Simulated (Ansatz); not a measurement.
# Geometry relaxation, with input and output: SiO2 (part 2 of 2)

Continued. System: SiO2 (I-42d, 6 atoms in the cell). Method: DFT LDA, scalar-relativistic, plane waves, PAW, no spin polarisation (Ansatz 0.2.0); cutoff 420 eV, 6×6×6 k-mesh, Gaussian smearing of 0.02 eV. The structure derives from a Materials Project entry.

Geometry of the input (Å; fractional positions):
```
-2.4773  2.4773  3.6557
2.4773  -2.4773  3.6557
2.4773  2.4773  -3.6557
Si 0.0000  0.0000  0.0000
Si 0.7500  0.2500  0.5000
O  0.3750  0.2218  0.3468
O  0.9718  0.6250  0.8468
O  0.7782  0.1250  0.1532
O  0.8750  0.0282  0.6532
```

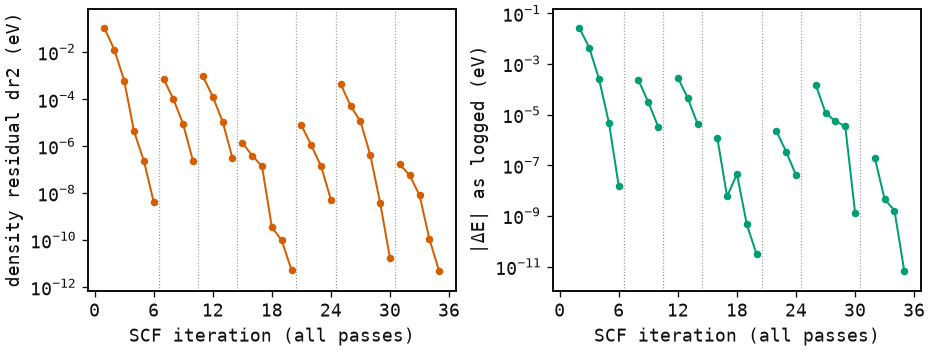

Convergence of the self-consistent field: density residual dr2 and size of the energy change against the SCF iteration. The dotted lines part the SCF passes of the relaxation: geometry steps, rejected trials and re-solves on a re-selected basis. The 7 passes take 4 to 6 iterations each, 35 in all.

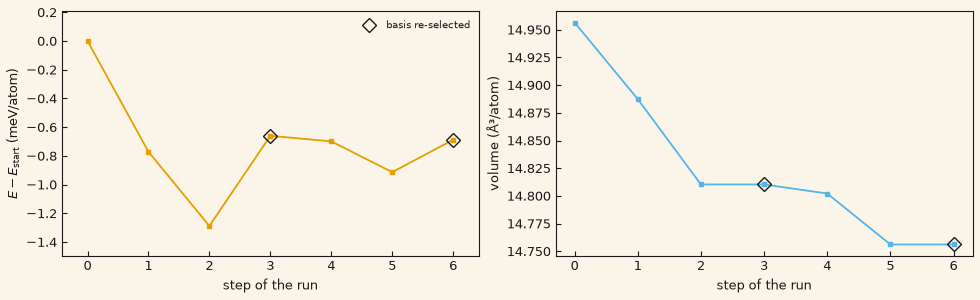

Progress of the relaxation, step by step (the first geometry is step 0 here and step 1 in the log).

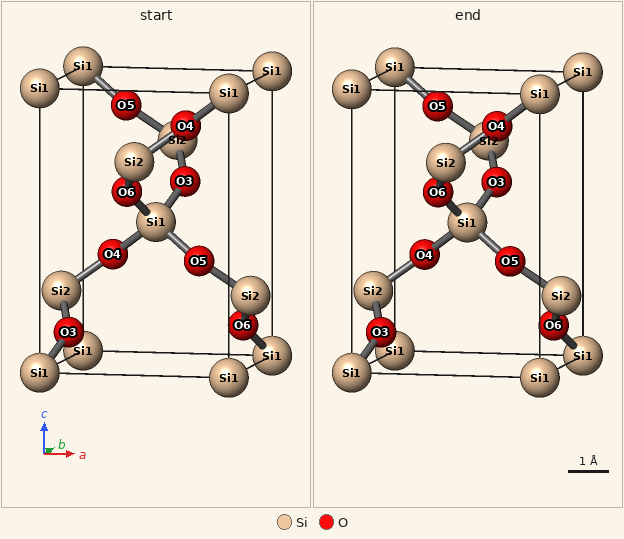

Before (left) and after (right) the relaxation, at one scale (ball-and-stick view of the cell 2 times as large as that of the calculation, set on its symmetry axes, seen slightly off an axis). Over 4 geometry steps the energy falls by 0.9 meV per atom. The largest force component goes from 0.094 to 0.0023 eV/Å. Pressure: −1.52 GPa at the start and 0.00 GPa at the end. 1 further SCF at an unchanged geometry re-selected the plane-wave basis for the new cell. The largest moves relative to the cell, 0.009 Å, are those of O3, O4, O5 and O6. Si stays in place. Cell: a = b 4.955 → 4.929 Å (−0.5 %), c 7.311 → 7.289 Å (−0.3 %). Volume −1.3 %. Among the contacts that change: Si1–O3 1.612 → 1.608 Å. The space group stays I-42d (No. 122). The energy change given includes the shifts at the re-selections in mid-walk, which come without any move. A last SCF at the same geometry on a re-selected plane-wave basis shifts the energy by +0.2 meV per atom. (Atoms are counted from 1 in the order of the input.)

```
basis re-selected at this cell: Δ(F+E_penalty+E_count) = +1.352e-3 eV, ΔP = -0.014 GPa vs the last step (what re-selecting the basis moved, of the pressure what is left beyond the Pulay correction that the steps carried, after the strain that the cell walked since its last selection, with what the two solves' SCF thresholds leave and, on support functions, any second-order correction that the steps lacked; it is no measure of the basis error at this ecutwfc). This SCF's stress stands 3.61e-2 GPa from its target on what of the cell is left free (relax.cell.stress_tol is 5.00e-2 GPa) and its largest allowed force component is 2.28e-3 eV/Å (relax.f_tol is 5.00e-3 eV/Å): within both
SCF converged after 5 iterations
Free energy (F): -3445.373729 eV
Harris-Foulkes:  -3445.373729 eV  (|F-HF|=2.27e-12)
Internal energy: -3445.373729 eV  (E = F + TS)
E sigma→0 (E₀):  -3445.373729 eV
Fermi energy:    3.427107 eV
--- Per-component energies (eV) ---
  E_band       = -195.117880
  E_kinetic    = 801.545468
  E_local      = -2334.156664  (includes V_loc(G=0)·N_el)
  E_nonlocal   = 251.307098
  E_hartree    = 857.613465
  E_xc         = -401.527047
  E_vxc        = -469.868413  (∫ρ·V_xc dr)
  E_paw        = -1566.253738  (= ΣΔE_a)
  E_vpaw       = -159.182901  (= ΣTr[D̂ρ^β])
  E_aug_tail   = 0.010657  (compensation charges beyond the density's cutoff)
  E_ewald      = -1054.469316
  E_core_change = 0.556347  (= ΣΔE_core)
  E_smearing   = -0.000000  (= −TS)
  E_closure    = -0.000000  (closes the sum)
  Σ components = -3445.373729   (vs F -3445.373729, Δ=0.00e0)
--- Forces (eV/Å), atoms counted from 1 ---
  atom   1  Si     0.00000000    -0.00000000     0.00000000
  atom   2  Si     0.00000000     0.00000000    -0.00000000
  atom   3  O      0.00227747    -0.00000000    -0.00000000
  atom   4  O     -0.00000000     0.00227747     0.00000000
  atom   5  O     -0.00000000    -0.00227747     0.00000000
  atom   6  O     -0.00227747    -0.00000000    -0.00000000
  max |Σ_I F_I| component: 2.43e-17 eV/Å
--- Stress (GPa, compression-positive) ---
        0.011848       0.000000       0.000000
        0.000000       0.011848       0.000000
        0.000000       0.000000      -0.036149
  P = ⅓ Tr σ = -0.0042 GPa (-0.042 kbar)
--- Band table (eV; the first three rows and the last of 30) ---
  k-point 0: bands = ["-18.4607", "-16.2761", "-16.2761", "-16.2139", "-8.7114", "-5.0264", "-5.0264", "-4.7512", "-2.0397", "-1.6034", "-1.0731", "-1.0731", "-1.0156", "-0.1554", "0.5477", "0.5477", "6.3065", "9.1832", "11.1171", "11.1171", "11.2267", "12.2765"]
  k-point 1: bands = ["-18.3435", "-16.4699", "-16.2840", "-16.2294", "-8.4215", "-5.2589", "-4.8855", "-4.6093", "-2.1191", "-1.5067", "-1.3861", "-1.1235", "-1.0862", "-0.1161", "0.4664", "0.4712", "6.8844", "9.5360", "10.4399", "10.8500", "11.8994", "11.9023"]
  k-point 2: bands = ["-18.0093", "-16.9463", "-16.2965", "-16.2646", "-7.6728", "-5.8470", "-4.5572", "-4.3868", "-2.2713", "-1.8803", "-1.4445", "-1.4249", "-0.9067", "-0.1343", "0.2825", "0.3177", "8.2281", "10.0441", "10.2295", "10.6337", "11.7890", "11.9602"]
  k-point 29: bands = ["-17.5026", "-17.5026", "-16.3143", "-16.3143", "-6.5312", "-6.5312", "-4.4226", "-4.4226", "-2.0090", "-2.0090", "-1.5780", "-1.5780", "-0.9506", "-0.9506", "0.2333", "0.2333", "9.2808", "9.2808", "10.6114", "10.6114", "12.1710", "12.1710"]
--- Relaxed structure (5 steps of the walk, 5 accepted, 2 SCFs on fresh bases) ---
  F+E_penalty+E_count = -3445.37372883 eV   max|allowed force component| = 2.277e-3 eV/Å   (the final SCF, on the basis selected at the relaxed cell)
  cell:  # Å, volume = 88.5369 Å³
    - [-2.4644439979034827, 2.4644439979034827, 3.6444028402102098]
    - [2.4644439979034827, -2.4644439979034827, 3.6444028402102098]
    - [2.4644439979034827, 2.4644439979034827, -3.6444028402102098]
  atoms:
    - { symbol: Si, position: [3.647137160572851e-21, 5.470705740859268e-21, 9.11784290143212e-21] }
    - { symbol: Si, position: [0.75, 0.25, 0.5] }
    - { symbol: O, position: [0.375, 0.2235465641644898, 0.3485465641644898] }
    - { symbol: O, position: [0.9735465641644896, 0.625, 0.8485465641644897] }
    - { symbol: O, position: [0.7764534358355102, 0.12499999999999994, 0.15145343583551013] }
    - { symbol: O, position: [0.8749999999999999, 0.02645343583551027, 0.6514534358355102] }
```

Trajectory as extended XYZ (Å, eV, eV/Å), 7 frames, from step=1 to step=7
```
6
Lattice="-2.4773 2.4773 3.6557 2.4773 -2.4773 3.6557 2.4773 2.4773 -3.6557" Properties=species:S:1:pos:R:3:forces:R:3 step=1 energy=-3445.36960 pressure_GPa=-1.52
Si    0.0000    0.0000    0.0000    0.0000   0.0000   0.0000
Si    0.0000    2.4773    1.8278    0.0000   0.0000   0.0000
O     0.4795    1.2386    0.9139   -0.0940   0.0000   0.0000
O     1.2386    2.9568    2.7418    0.0000  -0.0940   0.0000
O    -1.2386    1.9978    2.7418    0.0000   0.0940   0.0000
O    -0.4795    3.7159    0.9139    0.0940   0.0000   0.0000
6
Lattice="-2.4735 2.4735 3.6499 2.4735 -2.4735 3.6499 2.4735 2.4735 -3.6499" Properties=species:S:1:pos:R:3:forces:R:3 step=2 energy=-3445.37423 pressure_GPa=-0.80
Si    0.0000    0.0000    0.0000    0.0000   0.0000   0.0000
Si    0.0000    2.4735    1.8249    0.0000   0.0000   0.0000
O     0.4796    1.2368    0.9125   -0.0485   0.0000   0.0000
O     1.2368    2.9531    2.7374    0.0000  -0.0485   0.0000
O    -1.2368    1.9939    2.7374    0.0000   0.0485   0.0000
O    -0.4796    3.7103    0.9125    0.0485   0.0000   0.0000
6
Lattice="-2.4693 2.4693 3.6434 2.4693 -2.4693 3.6434 2.4693 2.4693 -3.6434" Properties=species:S:1:pos:R:3:forces:R:3 step=3 energy=-3445.37733 pressure_GPa=0.01
Si    0.0000    0.0000    0.0000    0.0000   0.0000   0.0000
Si    0.0000    2.4693    1.8217    0.0000   0.0000   0.0000
O     0.4797    1.2347    0.9108    0.0029   0.0000   0.0000
O     1.2347    2.9490    2.7325    0.0000   0.0029   0.0000
O    -1.2347    1.9896    2.7325    0.0000  -0.0029   0.0000
O    -0.4797    3.7040    0.9108   -0.0029   0.0000   0.0000
6
Lattice="-2.4693 2.4693 3.6434 2.4693 -2.4693 3.6434 2.4693 2.4693 -3.6434" Properties=species:S:1:pos:R:3:forces:R:3 step=4 energy=-3445.37356 pressure_GPa=-0.06
Si    0.0000    0.0000    0.0000    0.0000   0.0000   0.0000
Si    0.0000    2.4693    1.8217    0.0000   0.0000   0.0000
O     0.4797    1.2347    0.9108    0.0029   0.0000   0.0000
O     1.2347    2.9490    2.7325    0.0000   0.0029   0.0000
O    -1.2347    1.9896    2.7325    0.0000  -0.0029   0.0000
O    -0.4797    3.7040    0.9108   -0.0029   0.0000   0.0000
6
Lattice="-2.4688 2.4688 3.6429 2.4688 -2.4688 3.6429 2.4688 2.4688 -3.6429" Properties=species:S:1:pos:R:3:forces:R:3 step=5 energy=-3445.37379 pressure_GPa=0.01
Si    0.0000    0.0000    0.0000    0.0000   0.0000   0.0000
Si    0.0000    2.4688    1.8215    0.0000   0.0000   0.0000
O     0.4800    1.2344    0.9107    0.0067   0.0000   0.0000
O     1.2344    2.9488    2.7322    0.0000   0.0067   0.0000
O    -1.2344    1.9888    2.7322    0.0000  -0.0067   0.0000
O    -0.4800    3.7032    0.9107   -0.0067   0.0000   0.0000
6
Lattice="-2.4644 2.4644 3.6444 2.4644 -2.4644 3.6444 2.4644 2.4644 -3.6444" Properties=species:S:1:pos:R:3:forces:R:3 step=6 energy=-3445.37508 pressure_GPa=0.01
Si    0.0000    0.0000    0.0000    0.0000   0.0000   0.0000
Si    0.0000    2.4644    1.8222    0.0000   0.0000   0.0000
O     0.4857    1.2322    0.9111    0.0023   0.0000   0.0000
O     1.2322    2.9502    2.7333    0.0000   0.0023   0.0000
O    -1.2322    1.9787    2.7333    0.0000  -0.0023   0.0000
O    -0.4857    3.6967    0.9111   -0.0023   0.0000   0.0000
6
Lattice="-2.4644 2.4644 3.6444 2.4644 -2.4644 3.6444 2.4644 2.4644 -3.6444" Properties=species:S:1:pos:R:3:forces:R:3 step=7 energy=-3445.37373 pressure_GPa=-0.00
Si    0.0000    0.0000    0.0000    0.0000   0.0000   0.0000
Si    0.0000    2.4644    1.8222    0.0000   0.0000   0.0000
O     0.4857    1.2322    0.9111    0.0023   0.0000   0.0000
O     1.2322    2.9502    2.7333    0.0000   0.0023   0.0000
O    -1.2322    1.9787    2.7333    0.0000  -0.0023   0.0000
O    -0.4857    3.6967    0.9111   -0.0023   0.0000   0.0000
```

Summary

```json
{"quantity": "outcome", "value": "converged"}
{"quantity": "space group (tolerance 0.01 Å)", "value": "I-42d (122)"}
{"quantity": "electrons treated", "value": "32"}
{"quantity": "free energy", "value": "−3445.3737 eV"}
{"quantity": "Fermi energy", "value": "3.427 eV"}
{"quantity": "gap on the k-point mesh", "value": "5.76 eV"}
{"quantity": "pressure", "value": "0.00 GPa"}
{"quantity": "final volume", "value": "88.54 Å³"}
{"quantity": "largest force (length of the vector) at the end", "value": "0.002 eV/Å"}
{"quantity": "final cell", "value": "a = 5.043 Å, b = 5.043 Å, c = 5.043 Å, α = 121.49°, β = 121.49°, γ = 87.44°"}
{"quantity": "wall time", "value": "44 s"}
{"quantity": "peak memory", "value": "0.32 GiB"}
```
